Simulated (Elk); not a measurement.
# MnZn: which magnetic order is lowest

A self-consistent run ends on one state, which hangs on the start. Several orders of MnZn are started in Elk and their energies compared.

Program: Elk 11.2.3 (patched build). Level of theory: PBEsol; all-electron APW+lo, Dirac cores, scalar-relativistic bands. Results are calculated unless marked as measured.

## (1) Starting point

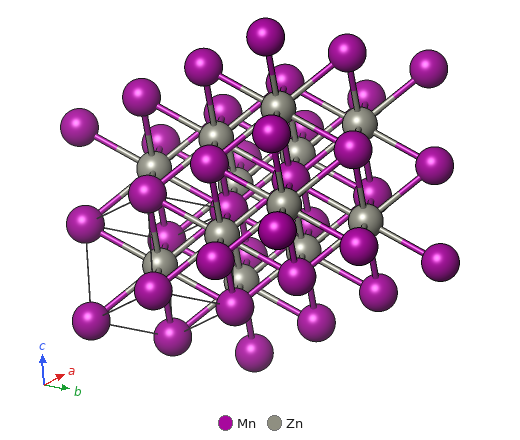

The starting structure, seen from a free direction (manganese purple, zinc grey). 3×2×2 cells are drawn. Some periodic images of atoms are drawn too.

## (2) Run 1 (ferro +)

Parallel moments need no larger cell; this start tests for a ferromagnetic state only.

The last three numbers of an atom's line are a seed field in its sphere. It points against the wanted moment and shrinks by the factor reducebf each loop.

elk.in reads:

```
tasks
  0
  33
  73

xctype
  22

rgkmax
  7.0

nempty
  14

swidth
  0.003

reducebf
  0.5

epsengy
  1e-05

maxscl
  100

lmaxi
  3

stype
  0

mixtype
  3

mixsdb
  8

spinpol
  .true.

sppath
  './'

avec
  5.80145920260 0.00000000000 0.00000000000
  0.00000000000 5.80145920260 0.00000000000
  0.00000000000 0.00000000000 5.80145920260

atoms
  2
  'Mn.in'
  1
  0.0000000000 0.0000000000 0.0000000000   0.000000 0.000000 -0.105000
  'Zn.in'
  1
  0.5000000000 0.5000000000 0.5000000000   0.000000 0.000000 0.000000

ngridk
  8 8 8

plot3d
  0 0 0
  1 0 0
  0 1 0
  0 0 1
  16 16 16
```

Command:

```console
OMP_NUM_THREADS=2 elk
```

Numbers of over 12 decimals in the logs are rounded to 6 here.

The log of the run:

```text
┌─────────────────────────┐
│ Elk code version 11.2.3 │
└─────────────────────────┘

All units are atomic (Hartree, Bohr, etc.)

┌─────────────────────────────────────────────────┐
│ Ground-state run starting from atomic densities │
└─────────────────────────────────────────────────┘

Lattice vectors :
   5.801459203       0.000000000       0.000000000
   0.000000000       5.801459203       0.000000000
   0.000000000       0.000000000       5.801459203

Reciprocal lattice vectors :
   1.083035334       0.000000000       0.000000000
   0.000000000       1.083035334       0.000000000
   0.000000000       0.000000000       1.083035334

Unit cell volume      :    195.2592998
Brillouin zone volume :    1.270363121

Muffin-tin inner radius fraction :   0.1000000000E-01

Nuclei treated as point charges

Species : 1 (Mn)
 parameters loaded from : Mn.in
 name : manganese
 nuclear charge    :   -25.00000000
 electronic charge :    25.00000000
 atomic mass :    100145.9370
 muffin-tin radius :    2.400000000
 number of radial points in muffin-tin :    993
 inner part over the whole radius :   0.9953723401E-02
 number on inner part of muffin-tin    :    700
 approximate nuclear radius :   0.7074591925E-04
 number of mesh points to nuclear radius :    330
 atomic positions (lattice), magnetic fields (Cartesian) :
  1 :   0.00000000  0.00000000  0.00000000    0.00000000  0.00000000 -0.10500000

Species : 2 (Zn)
 parameters loaded from : Zn.in
 name : zinc
 nuclear charge    :   -30.00000000
 electronic charge :    30.00000000
 atomic mass :    119233.3130
 muffin-tin radius :    2.400000000
 number of radial points in muffin-tin :    993
 inner part over the whole radius :   0.9843840322E-02
 number on inner part of muffin-tin    :    701
 approximate nuclear radius :   0.7484757725E-04
 number of mesh points to nuclear radius :    337
 atomic positions (lattice), magnetic fields (Cartesian) :
  1 :   0.50000000  0.50000000  0.50000000    0.00000000  0.00000000  0.00000000

Total number of atoms per unit cell :    2
Total muffin-tin volume :    115.8116716
 ratio of muffin-tin to unit cell volume :   0.5931173148

Spin treatment :
 spin-polarised
 global magnetic field (Cartesian) :    0.000000000       0.000000000       0.000000000
 collinear magnetisation in z-direction

Number of Bravais lattice symmetries :   48
Number of crystal symmetries         :   48
Crystal has inversion symmetry
Real symmetric eigensolver will be used

k-point grid :      8     8     8
k-point offset :    0.000000000       0.000000000       0.000000000
k-point set is reduced with full crystal symmetry group
Total number of k-points :       35

Muffin-tin radius times maximum |G+k| :    7.000000000
 using average radius
Maximum |G+k| for APW functions       :    2.916666667
Maximum (1/2)|G+k|²                   :    4.253472222
Maximum |G| for potential and density :    12.00000000
Constant for pseudocharge density :    7
 order of it for each species :   14  14
 order of it for pair densities of each species (exact exchange by exxq0 0: 14) :   10  10
Radial integration step length :    1

G-vector grid sizes :     24    24    24
Number of G-vectors :     5695

Maximum angular momentum used for
 APW functions            :    8
 outer part of muffin-tin :    6
 inner part of muffin-tin :    3

Total nuclear charge    :   -55.00000000
Total core charge       :    22.00000000
Total valence charge    :    33.00000000
Total excess charge     :    0.000000000
Total electronic charge :    55.00000000

Effective Wigner radius, rₛ :   0.9463536821

Number of empty states         :     28
Total number of valence states :     90
Total number of core states    :     22

Third-order local-orbitals added for an l without core states : T
Total number of local-orbitals :     45

Exchange-correlation functional :     22     0     0
 PBEsol, Phys. Rev. Lett. 100, 136406 (2008)
 gradient requirement :    1
 generalised gradient approximation (GGA)

Smearing type :    0
 Gaussian
Smearing width :   0.3000000000E-02
Effective electronic temperature (K) :    947.3250744

Mixing type :    3
 Broyden mixing, J. Phys. A: Math. Gen. 17, L317 (1984)

Kohn-Sham potential initialised from atomic data

┌──────────────────────────────┐
│ Self-consistent loop started │
└──────────────────────────────┘

┌─────────────────┐
│ Loop number : 1 │
└─────────────────┘

Energies :
 Fermi                       :     0.125570
 sum of occupied eigenvalues :     -1703.7978891525
 electron kinetic            :      2995.5547087753
 core electron kinetic       :      2666.4323942638
 Coulomb                     :     -5826.6910608612
 Coulomb potential           :     -4542.1635237210
 nuclear-nuclear             :     -476.58549432832
 electron-nuclear            :     -6174.3384104774
 Hartree                     :      824.23284394448
 Madelung                    :     -3555.6092990007
 xc potential                :     -157.05265427196
 xc effective B-field        :    -0.158907
 external B-field            :      0.000000
 exchange                    :     -118.24121436765
 correlation                 :     -2.947116
 electron entropic           :    -0.14480311916781E-03
 total energy                :     -2952.3248270914
 (external B-field energy excluded from total)

Density of states at Fermi energy :    32.17847093
 (states/Hartree/unit cell)

Estimated indirect band gap :   0.4086242087E-02
 from k-point 19 to k-point 22
Estimated direct band gap   :   0.4183575532E-02
 at k-point 19

Charges :
 core                        :    22.00000000
 valence                     :    33.00000000
 interstitial                :    2.214336993
 muffin-tins (core leakage)
  species : 1 (Mn)
   atom 1                    :    24.08238376     ( -0.2246771498E-06)
  species : 2 (Zn)
   atom 1                    :    28.70327925     (  0.8978777157E-04)
 total in muffin-tins        :    52.78566301
 total calculated charge     :    54.99978461
 total charge                :    55.00000000
 error                       :   0.2153937871E-03

Moments :
 interstitial                :   0.1821250011E-01
 muffin-tins
  species : 1 (Mn)
   atom 1                    :    2.926422189
  species : 2 (Zn)
   atom 1                    :  -0.1128242720E-01
 total in muffin-tins        :    2.915139762
 total moment                :    2.933352262

┌─────────────────┐
│ Loop number : 2 │
└─────────────────┘

Energies :
 Fermi                       :     0.127505
 sum of occupied eigenvalues :     -1703.8104889169
 electron kinetic            :      2994.4550736685
 core electron kinetic       :      2665.9069150650
 Coulomb                     :     -5826.8247123444
 Coulomb potential           :     -4542.1205479930
 nuclear-nuclear             :     -476.58549432832
 electron-nuclear            :     -6174.6392383394
 Hartree                     :      824.40002032336
 Madelung                    :     -3555.7644383479
 xc potential                :     -156.00698264534
 xc effective B-field        :    -0.159204
 external B-field            :      0.000000
 exchange                    :     -118.24773212342
 correlation                 :     -2.947228
 electron entropic           :    -0.13943622048458E-03
 total energy                :     -2953.5647378807
 (external B-field energy excluded from total)

Density of states at Fermi energy :    30.98582677
 (states/Hartree/unit cell)

Estimated indirect band gap :   0.3987384918E-02
 from k-point 19 to k-point 22
Estimated direct band gap   :   0.4101663614E-02
 at k-point 19

Charges :
 core                        :    22.00000000
 valence                     :    33.00000000
 interstitial                :    2.218112094
 muffin-tins (core leakage)
  species : 1 (Mn)
   atom 1                    :    24.06062202     ( -0.2246773274E-06)
  species : 2 (Zn)
   atom 1                    :    28.72126589     (  0.8948016114E-04)
 total in muffin-tins        :    52.78188791
 total calculated charge     :    54.99978529
 total charge                :    55.00000000
 error                       :   0.2147144809E-03

Moments :
 interstitial                :   0.1974250235E-01
 muffin-tins
  species : 1 (Mn)
   atom 1                    :    2.929103504
  species : 2 (Zn)
   atom 1                    :  -0.1323497404E-01
 total in muffin-tins        :    2.915868530
 total moment                :    2.935611032

RMS change in Kohn-Sham potential (target) :    5.062823482     (  0.1000000000E-05)
Absolute change in total energy (target)   :    1.239910789     (  0.1000000000E-04)

[... loops 3 to 20 left out ...]

┌──────────────────┐
│ Loop number : 21 │
└──────────────────┘

Energies :
 Fermi                       :     0.239050
 sum of occupied eigenvalues :     -1700.5753378083
 electron kinetic            :      2999.1037109239
 core electron kinetic       :      2666.5999091369
 Coulomb                     :     -5829.9210320548
 Coulomb potential           :     -4540.5642252943
 nuclear-nuclear             :     -476.58549432832
 electron-nuclear            :     -6182.2260782192
 Hartree                     :      828.89054049271
 Madelung                    :     -3559.6389194076
 xc potential                :     -158.91958216690
 xc effective B-field        :    -0.195241
 external B-field            :      0.000000
 exchange                    :     -118.47880087140
 correlation                 :     -2.947838
 electron entropic           :    -0.13622362153393E-03
 total energy                :     -2952.2440960716
 (external B-field energy excluded from total)

Density of states at Fermi energy :    30.27191590
 (states/Hartree/unit cell)

Estimated indirect band gap :   0.4144967613E-02
 from k-point 18 to k-point 19
Estimated direct band gap   :   0.9203954897E-02
 at k-point 4

Charges :
 core                        :    22.00000000
 valence                     :    33.00000000
 interstitial                :    2.239563044
 muffin-tins (core leakage)
  species : 1 (Mn)
   atom 1                    :    23.72157553     ( -0.2246775903E-06)
  species : 2 (Zn)
   atom 1                    :    29.03886143     (  0.8267177327E-04)
 total in muffin-tins        :    52.76043696
 total calculated charge     :    54.99980279
 total charge                :    55.00000000
 error                       :   0.1972067306E-03

Moments :
 interstitial                :   0.3570800423E-01
 muffin-tins
  species : 1 (Mn)
   atom 1                    :    3.244398489
  species : 2 (Zn)
   atom 1                    :  -0.7968174485E-01
 total in muffin-tins        :    3.164716744
 total moment                :    3.200424748

RMS change in Kohn-Sham potential (target) :   0.2702305052E-06 (  0.1000000000E-05)
Absolute change in total energy (target)   :   0.4264396011E-05 (  0.1000000000E-04)

Convergence targets achieved

┌──────────────────┐
│ Loop number : 22 │
└──────────────────┘

Energies :
 Fermi                       :     0.239050
 sum of occupied eigenvalues :     -1700.5753362527
 electron kinetic            :      2999.1037090570
 core electron kinetic       :      2666.5999105163
 Coulomb                     :     -5829.9210274539
 Coulomb potential           :     -4540.5642268529
 nuclear-nuclear             :     -476.58549432832
 electron-nuclear            :     -6182.2260674530
 Hartree                     :      828.89053432736
 Madelung                    :     -3559.6389140275
 xc potential                :     -158.91957792030
 xc effective B-field        :    -0.195241
 external B-field            :      0.000000
 exchange                    :     -118.47880041410
 correlation                 :     -2.947838
 electron entropic           :    -0.13622412495263E-03
 total energy                :     -2952.2440928795
 (external B-field energy excluded from total)

Density of states at Fermi energy :    30.27202777
 (states/Hartree/unit cell)

Estimated indirect band gap :   0.4144984352E-02
 from k-point 18 to k-point 19
Estimated direct band gap   :   0.9203839688E-02
 at k-point 4

Charges :
 core                        :    22.00000000
 valence                     :    33.00000000
 interstitial                :    2.239563197
 muffin-tins (core leakage)
  species : 1 (Mn)
   atom 1                    :    23.72157523     ( -0.2246773594E-06)
  species : 2 (Zn)
   atom 1                    :    29.03886157     (  0.8267177255E-04)
 total in muffin-tins        :    52.76043680
 total calculated charge     :    54.99980279
 total charge                :    55.00000000
 error                       :   0.1972066936E-03

Moments :
 interstitial                :   0.3570837614E-01
 muffin-tins
  species : 1 (Mn)
   atom 1                    :    3.244398332
  species : 2 (Zn)
   atom 1                    :  -0.7968178847E-01
 total in muffin-tins        :    3.164716543
 total moment                :    3.200424920

┌──────────────────────────────┐
│ Self-consistent loop stopped │
└──────────────────────────────┘

Wrote STATE.OUT
```

It took 75 s on 2 threads of Arm Neoverse V2, shared host; peak memory 0.13 GiB; 2.4 min of CPU time.

Spin moment in the muffin-tin sphere by atom:

```
atom  spin moment in the muffin-tin sphere (μB)
 Mn1                                       3.24
 Zn2                                      -0.08
```

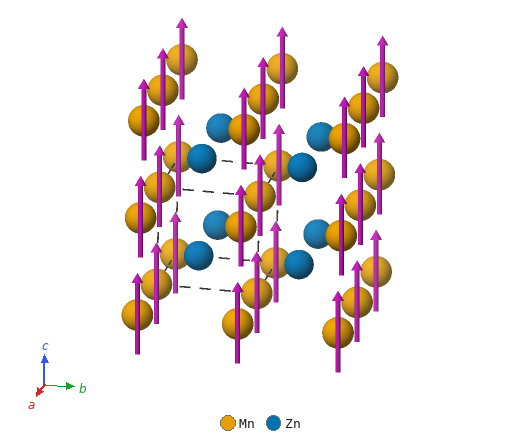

Spin moment in the muffin-tin sphere as arrows, the longest 3.24 μB. Up and down stand for the sign. Arrows give size and sign along the axis of quantisation, drawn up and down the page. 2×2×2 cells are drawn. Some periodic images of atoms are drawn too.

This step gave:

```
density of states at the Fermi level : 1.112 states/eV/cell
moment between the spheres           : 0.03571 μB
magnetization                        : 3.200 μB
final state                          : ferromagnetic
```

After 22 cycles the largest moment stands at 3.24 μB.

[end of part 1 of 2]

[Logs and program files are shortened in this print: banners, set-up blocks, solver, clock and traceback lines can be left out without a mark of their own.]

[Logs are printed without paths, hosts, clocks, repeated set-up lines and the standing remarks that a program may print on its own settings, such as how far it seeks lower states.]

[Hosts, paths, dates, database ids (printed as entryN), source tags and the programs' standing remarks are cut or masked in the printed files.]

[Where a cell is said to come from a database of computed structures, the database is the Materials Project.]
